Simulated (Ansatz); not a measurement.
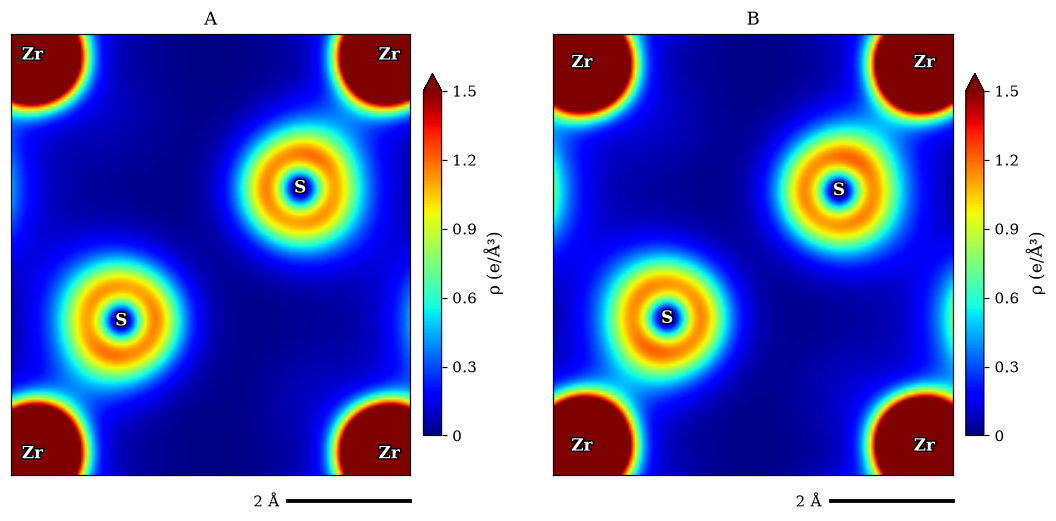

ZrS2. The valence pseudo-density of two cells that differ in size, on the (110) plane of each (indices in the axes of the calculation cell), at one length scale and on one colour scale: A has 24.1 Å³ an atom and B 21.4.

The calculation used Ansatz, DFT PBE+D3(BJ), scalar-relativistic, plane waves, PAW.

In a PAW calculation such maps are meaningful between the atoms, not at the nuclei.

The larger cell:

```
CELL_PARAMETERS angstrom
3.77520 0.00000 0.00000
-1.88760 3.26942 0.00000
0.00000 0.00000 5.85000
ATOMIC_POSITIONS crystal
Zr 0.00000 0.00000 0.00000
S 0.33333 0.66667 0.24920
S 0.66667 0.33333 0.75080
```

The smaller cell: a = 3.630 Å, b = 3.630 Å, c = 5.616 Å, α = 90.00°, β = 90.00°, γ = 120.00°.

> What does the compression do to the bonding and the properties?

From the larger cell to the smaller, Zr–S goes from 2.62 to 2.52 Å, and the density at its midpoint from 0.4 to 0.47 e/Å³; the pressure goes from −7 to 4.1 GPa; the Kohn–Sham gap goes from 0.85 eV to 0.77 eV.
